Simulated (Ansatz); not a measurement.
Single-point calculation of Ni3Si

- system: Ni3Si (Cmmm, 4 atoms in the cell)
- method: DFT PBEsol, scalar-relativistic, plane waves, PAW, no spin polarisation (Ansatz 0.2.0)

The structure derives from an entry of the Crystallography Open Database. It belongs to a series of runs on one base structure; here: strain +0.0450 x Voigt [0, 0, 0, 0, 1, 0], atoms carried along. Figures and captions count atoms from 1; the log counts them from 0 in places.

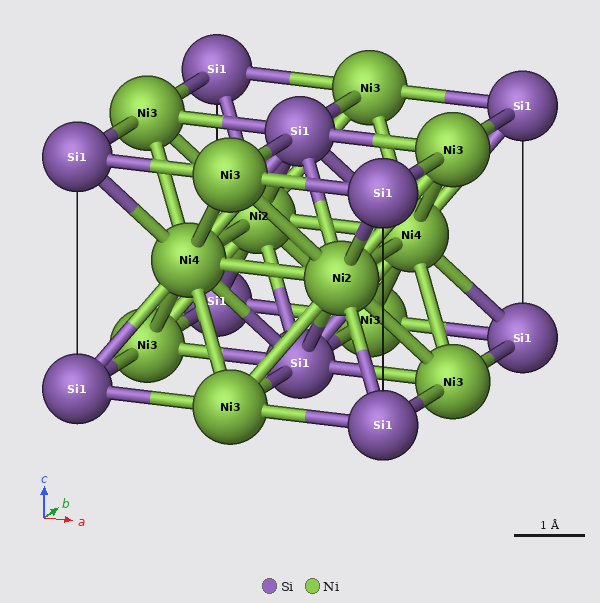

The input geometry (ball-and-stick view of the cell 2 times as large as that of the calculation, set on its symmetry axes, seen slightly off an axis; atoms are numbered from 1 in the order of the input). An atom can appear more than once, as a periodic image. Near neighbours in the periodic cell (some may lie outside the picture): Si has 12 Ni at 2.39 to 2.50 Å; Ni has 8 Ni at 2.39 to 2.50 Å and 4 Si at 2.39 to 2.50 Å.

**Input**
```yaml
crystal:
  lattice:
    - [3.4612457436, 0.0, 0.0778780292]
    - [0.0, 3.4612457436, 0.0]
    - [0.0778780292, 0.0, 3.4612457436]
  atoms:
    - { symbol: Si, position: [0.0, 0.0, 0.0] }
    - { symbol: Ni, position: [0.0, 0.5, 0.5] }
    - { symbol: Ni, position: [0.5, 0.0, 0.5] }
    - { symbol: Ni, position: [0.5, 0.5, 0.0] }
basis:
  ecutwfc: 420
kpoints:
  mp_grid: { grid: [14, 14, 14] }
hamiltonian:
  xc: pbesol
scf:
  occupations: { method: gaussian, width: 0.15 }
output:
  forces: true
  stress: true
  eigenvalues: true
  write_density: true
  write_potential: true
  elf: true
  volumetric_format: npy
```

Hardware: 1 thread of Intel Xeon @ 2.50GHz (Skylake/Cascade Lake), 32 GiB of memory available, shared host.

Command:
```bash
ansatz run input.yaml --threads 1 --pin off --max-ram 2560MiB --backend cpu --events-out ev --progress --plain --runs-dir out
```

**Output**
```
Engine: ansatz 0.2.0, x86_64-unknown-linux-gnu
Pseudopotentials: kind: paw
Pseudopotential: Si, paw, valence charge 4, recommended cutoff 420 eV (normal), Si.paw.azcp
Pseudopotential: Ni, paw, valence charge 18, recommended cutoff 420 eV (normal), Ni.paw.azcp
Functional definition: PBEsol
  exchange = pbesol_x
  correlation = pbesol_c
Crystal: 4 atoms, lattice volume = 41.446 Å³
Basis set: ecut = 420 eV, 801 PW (Γ), exchange–correlation on 48×48×48 points (8 copies of the dense FFT grid, shifted against one another)
Bands: 35, of which v1, the nominal top of the filled ones, is band 29 counted from 1 (28 counted from 0)
Symmetry: 8 space group operations
Space group: Cmmm (ITA 65), of the structure as read, at distance tolerance 3.5e-5 Å
k-points: 456 of 2744
Non-local potential: Si, projectors of the file, l = 0: 2, l = 1: 2, l = 2: 2
Non-local potential: Ni, projectors of the file, l = 0: 3, l = 1: 2, l = 2: 3, l = 3: 1
PAW form: soft (Blöchl's): semilocal exchange-correlation on the pseudo side does not see the compensation charge
PAW frozen core: Si, regenerated for the run's functional, and the local potential with it (the file was generated under x = pbe(κ = 0.804, μ = 0.2195149727645171), c = pbe(β = 0.06672455060314922))
PAW frozen core: Ni, regenerated for the run's functional, and the local potential with it (the file was generated under x = pbe(κ = 0.804, μ = 0.2195149727645171), c = pbe(β = 0.06672455060314922))
PAW one-centre angular grid: Si, 110 points (default); XC on 64 Gauss nodes
PAW one-centre angular grid: Ni, 590 points (default); XC on 64 Gauss nodes
Initial density: superposition of atomic densities (neutral atoms: chi_scale 0, normalization atom), corrected by the library's trained network
Initial wavefunctions: pseudopotential atomic-orbital guess
Functional: x = pbesol(κ = 0.804, μ = 0.12345679012345678), c = pbesol(β = 0.046)
SCF iter   1: F=—  HF=-18038.523656 eV  |F-HF|=—  |Δ(HF+E_count)|=         —  Δρ=2.17e-2  dr2=9.93e-2  ethr=1.77e-3  ⟨swp⟩=5.1  Hψ=56352  notcnv=0
preconditioner: auto → Kerker (q_TF=auto, 2.885 Å⁻¹)  [metal: Δε(μ)=0.003 eV  Ē_g=7.616 eV  σ=0.150 eV  W_gap=0.01  n_scr=18 (ndim 8)  ℏωp=33.6 eV  f_vac=0.001  D(μ)=1.93/eV (n_scr^D=18)]
SCF iter   2: F=—  HF=-18038.505219 eV  |F-HF|=—  |Δ(HF+E_count)|=   1.84e-2  Δρ=5.05e-3  dr2=6.18e-3  ethr=1.71e-4  ⟨swp⟩=2.3  Hψ=30983  notcnv=0  defer=337
SCF iter   3: F=—  HF=-18038.503797 eV  |F-HF|=—  |Δ(HF+E_count)|=   1.42e-3  Δρ=1.69e-3  dr2=1.04e-3  ethr=1.07e-5  ⟨swp⟩=1.7  Hψ=17807  notcnv=0  defer=337
SCF iter   4: F=—  HF=-18038.503397 eV  |F-HF|=—  |Δ(HF+E_count)|=   4.00e-4  Δρ=5.11e-4  dr2=1.42e-4  ethr=1.80e-6  ⟨swp⟩=2.0  Hψ=21704  notcnv=0  defer=337
SCF iter   5: F=—  HF=-18038.503368 eV  |F-HF|=—  |Δ(HF+E_count)|=   2.84e-5  Δρ=8.95e-5  dr2=7.36e-6  ethr=2.44e-7  ⟨swp⟩=2.0  Hψ=19302  notcnv=0  defer=337
SCF iter   6: F=—  HF=-18038.503364 eV  |F-HF|=—  |Δ(HF+E_count)|=   4.27e-6  Δρ=2.89e-5  dr2=1.81e-7  ethr=1.27e-8  ⟨swp⟩=2.0  Hψ=23510  notcnv=0  defer=337
SCF iter   7: F=-18038.503364 eV  HF=-18038.503364 eV  |F-HF|=7.91e-9  |Δ(HF+E_count)|=   2.33e-8  Δρ=7.46e-6  dr2=1.41e-8  ethr=1.72e-10  ⟨swp⟩=11.5  Hψ=113098  notcnv=0
SCF 1 converged in 7 iterations: F = -18038.503364 eV  dr2 = 1.41e-8
  greatest PAW one-centre occupation: 1.001 electrons in one spin orbital (limit 2), on the Ni atom at site 3 (counted from 0), in its partial waves of l = 1
SCF converged after 7 iterations
Free energy (F): -18038.503364 eV
Harris-Foulkes:  -18038.503364 eV  (|F-HF|=7.91e-9)
Internal energy: -18038.482270 eV  (E = F + TS)
E sigma→0 (E₀):  -18038.492817 eV
Entropy (-TS):   -0.021094 eV (-5.273 meV/atom)
Fermi energy:    18.237879 eV
--- Per-component energies (eV) ---
  E_band       = -805.541081
  E_kinetic    = 900.320351
  E_local      = -11446.822454  (includes V_loc(G=0)·N_el)
  E_nonlocal   = 1933.526897
  E_hartree    = 4881.729916
  E_xc         = -313.498603
  E_vxc        = -381.998746  (∫ρ·V_xc dr)
  E_paw        = -5284.192310  (= ΣΔE_a)
  E_vpaw       = -1574.028166  (= ΣTr[D̂ρ^β])
  E_aug_tail   = 0.001445  (compensation charges beyond the density's cutoff)
  E_ewald      = -8710.170940
  E_core_change = 0.623427  (= ΣΔE_core)
  E_smearing   = -0.021094  (= −TS)
  E_closure    = 0.000000  (closes the sum)
  Σ components = -18038.503364   (vs F -18038.503364, Δ=0.00e0)
--- Forces (eV/Å), atoms counted from 1 ---
  atom   1  Si     0.00000000     0.00000000     0.00000000
  atom   2  Ni    -0.00000000     0.00000000     0.00000000
  atom   3  Ni     0.00000000     0.00000000    -0.00000000
  atom   4  Ni     0.00000000     0.00000000     0.00000000
  max |Σ_I F_I| component: 1.18e-29 eV/Å
--- Stress (GPa, compression-positive) ---
        0.860033       0.000000      -6.693222
        0.000000      -0.118651       0.000000
       -6.693222       0.000000       0.860033
  P = ⅓ Tr σ = 0.5338 GPa (5.338 kbar)
--- Band table (eV; the first three rows and the last of 456) ---
  k-point 0: bands = ["-84.7452", "-84.7035", "-84.6986", "-45.3986", "-45.3800", "-45.3704", "-45.3039", "-45.3004", "-45.2848", "-45.1331", "-45.1283", "-45.1162", "5.9188", "13.0203", "13.8730", "13.8783", "14.3961", "14.4151", "14.4537", "16.4277", "16.5466", "16.7149", "17.1482", "17.2339", "17.3456", "17.5789", "17.5831", "17.9094", "18.2394", "18.2700", "18.2747", "23.4053", "24.7008", "24.7224", "28.3942"]
  k-point 1: bands = ["-84.7447", "-84.7036", "-84.6990", "-45.3979", "-45.3782", "-45.3692", "-45.3040", "-45.3007", "-45.2849", "-45.1342", "-45.1291", "-45.1178", "5.9811", "13.0370", "13.7905", "13.9193", "14.4037", "14.4117", "14.4606", "16.3463", "16.4034", "16.6272", "17.0271", "17.3221", "17.3381", "17.5811", "17.6027", "17.8865", "18.2536", "18.3697", "18.3834", "23.5527", "24.6894", "24.9030", "28.2087"]
  k-point 2: bands = ["-84.7433", "-84.7040", "-84.6999", "-45.3960", "-45.3727", "-45.3659", "-45.3045", "-45.3018", "-45.2852", "-45.1374", "-45.1313", "-45.1224", "6.1661", "13.0181", "13.5757", "14.0505", "14.3989", "14.4034", "14.5003", "16.1531", "16.1600", "16.5182", "16.6739", "17.3573", "17.3659", "17.5561", "17.5824", "17.8127", "18.2553", "18.7343", "18.7413", "23.7470", "24.6404", "25.5329", "27.7163"]
  k-point 455: bands = ["-84.7198", "-84.7179", "-84.7092", "-45.4260", "-45.4039", "-45.3821", "-45.3224", "-45.2609", "-45.2385", "-45.2162", "-45.0930", "-45.0887", "9.8336", "13.5934", "13.6633", "13.7298", "14.1399", "14.2796", "14.4564", "15.7270", "15.8458", "15.9920", "16.5393", "16.6537", "16.8354", "16.9201", "16.9248", "17.6376", "17.9292", "18.0074", "18.0814", "19.6305", "22.0583", "22.3799", "22.6908"]
```

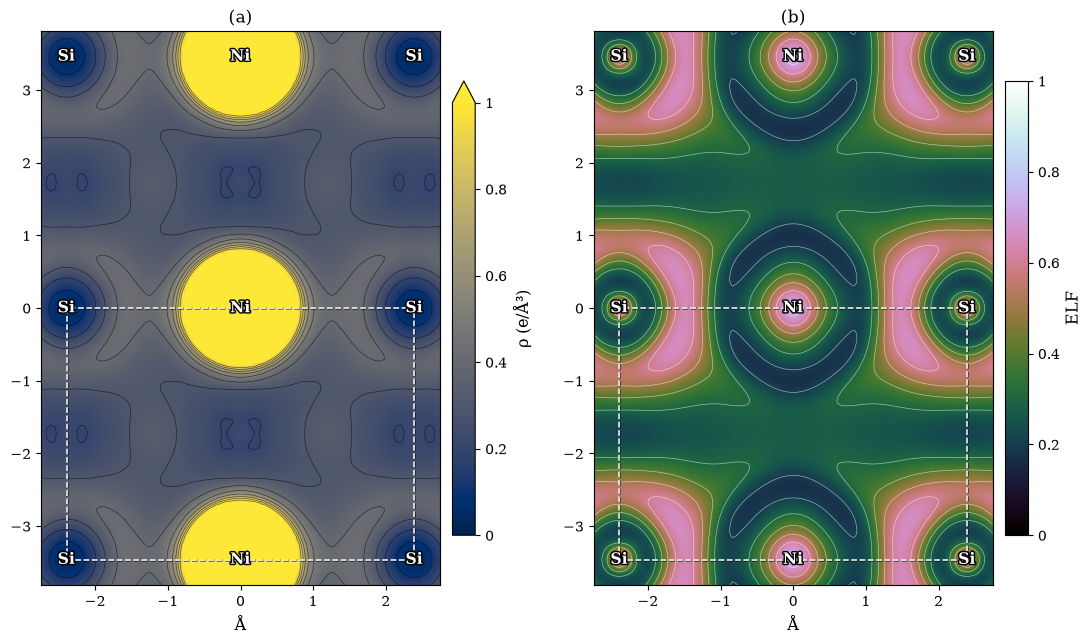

(a) valence electron density; (b) electron localisation function on the (010) plane of the conventional cell. Si–Ni (2.39 Å): ρ at the midpoint is about 0.41 e/Å³; the ELF is about 0.40 at the midpoint. Away from the nuclei the density in this plane falls to 0.19 e/Å³ at its lowest. The strong features right at Ni lie inside the PAW spheres (semicore, d or f shells) and say nothing about bonding. In a PAW calculation such maps are meaningful between the atoms, not at the nuclei.

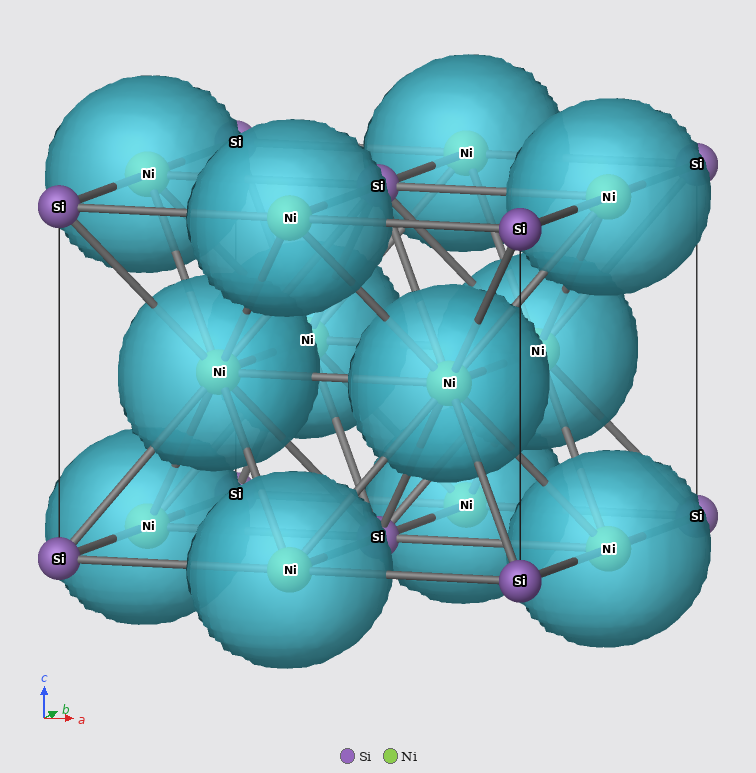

Isosurface of the valence electron density at 0.5 e/Å³ (cyan), seen slightly off an axis. Sticks mark near contacts. The outline is the cell set on symmetry axes. At this value the density breaks into separate islands; it holds about 80 % of the electrons treated as valence (semicore included). It is pinched off along the Ni–Ni (2.39 Å), Si–Ni (2.39 Å), Si–Ni (2.45 Å) and Ni–Ni (2.45 Å) contacts. On the grid the lowest density along these lines, outside the cores, is 0.39 e/Å³ (Ni–Ni, 2.39 Å), 0.41 e/Å³ (Si–Ni, 2.39 Å), 0.38 e/Å³ (Si–Ni, 2.45 Å) and 0.36 e/Å³ (Ni–Ni, 2.45 Å).

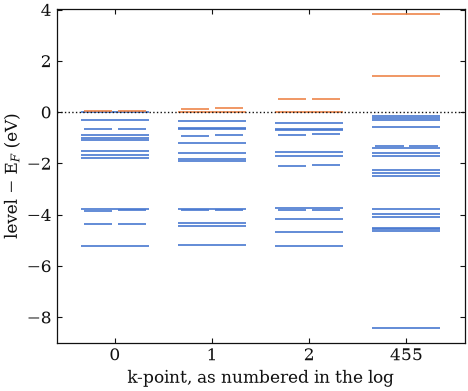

Kohn–Sham levels near the Fermi level (dotted) at the few k-points that the log prints; levels within 0.02 eV of each other stand side by side. The system is metallic on the full mesh.

**Results in brief**

- outcome: converged
- space group (tolerance 0.01 Å): Cmmm (65)
- electrons treated: 58
- free energy: −18038.5034 eV
- Fermi energy: 18.238 eV
- gap on the k-point mesh: none (metallic)
- pressure: 0.53 GPa
- largest force (length of the vector): under 0.001 eV/Å
- wall time: 39 s
- peak memory: 0.74 GiB

**Notes**

The run has no spin polarisation, so a magnetic state may lie lower.
